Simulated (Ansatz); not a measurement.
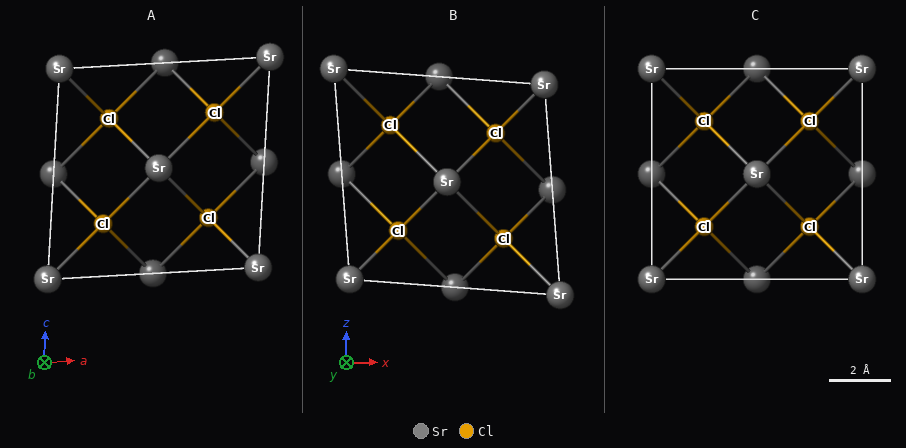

Energy scan for a crystal of SrCl2 (Fm-3m), in which the cell is strained in shear in the xz plane, with the atoms kept at their fractional coordinates. x, y and z are the Cartesian axes of the input. A ball-and-stick model of the conventional cell (4 times the calculation's cell), seen along the b axis. Lengths and directions refer to the drawn axes.

The calculation used Ansatz 0.2.0, DFT r2SCAN, scalar-relativistic, plane waves, PAW. Settings: plane-wave cutoff 500 eV; k-point mesh 6 × 6 × 6; occupations gaussian; smearing width 0.05 eV; no spin polarisation. Energies (free energies at the smearing named) are counted from the cell as listed in its source, which wasn't relaxed.

Order these geometries by energy, lowest first.

Lowest first: C (the strain 0.00, 0.0 meV/atom), A (the strain 0.1125, 18.8 meV/atom), B (the strain −0.15, 34.2 meV/atom). Over the whole scan: of the computed points the lowest is at the strain 0.00, 0.0 meV/atom. At the ends of the scan the energy is 34.2 meV/atom (−0.15) and 34.2 meV/atom (0.15). The distortion takes the space group from Fm-3m to Immm. At the strain −0.15 the cell of the drawing goes a 6.971 → 6.991 Å, c 6.971 → 6.991 Å, β 90.0° → 98.6°.
